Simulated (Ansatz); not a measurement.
System SnS₂ (space group P-3m1, No. 164); source of the atomic positions: the geometry relaxed with DFT, r2SCAN+rVV10, plane waves, PAW (Ansatz 0.2.0); the starting structure was generated, so it need not be a known form of this composition.

```cif
data_structure
_symmetry_space_group_name_H-M 'P 1'
_symmetry_Int_Tables_number 1
_cell_length_a 3.6608
_cell_length_b 3.6608
_cell_length_c 5.9618
_cell_angle_alpha 90.000
_cell_angle_beta 90.000
_cell_angle_gamma 120.000
_cell_volume 69.19
loop_
_atom_site_label
_atom_site_type_symbol
_atom_site_fract_x
_atom_site_fract_y
_atom_site_fract_z
_atom_site_occupancy
Sn1 Sn 0.00000 0.00000 0.00000 1
S1 S 0.33333 0.66667 0.24559 1
S2 S 0.66667 0.33333 0.75441 1
```

Describe the stacking along c, with columns A (0, 0), B (1/3, 2/3), C (2/3, 1/3) of the hexagonal mesh.

Sn(A) – S(B) – S(C) (three layers in 5.96 Å).

S layers alone: BC, the hexagonal close-packed type.

Sn: one octahedral site, counted in one hexagonal cell. One of the two gaps between S layers is empty, 3.03 Å wide.

Polytype symbol 1T, the symbol of a layered MX2 polytype (number of slabs in the repeat and lattice).

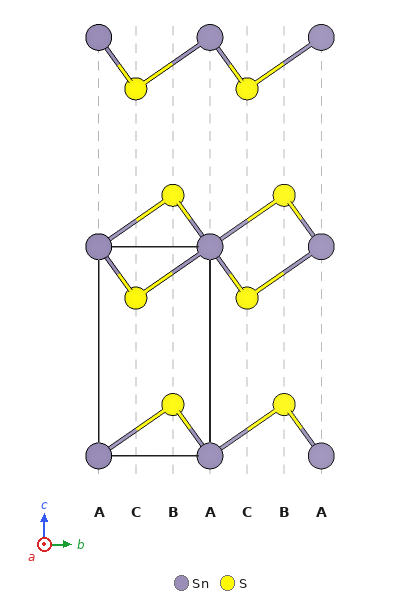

Projection along an edge of the hexagonal mesh, stacking direction c upwards. The dashed lines mark the three columns A (0, 0), B (1/3, 2/3) and C (2/3, 1/3). The sequence starts with the first layer at or above the cell's origin.
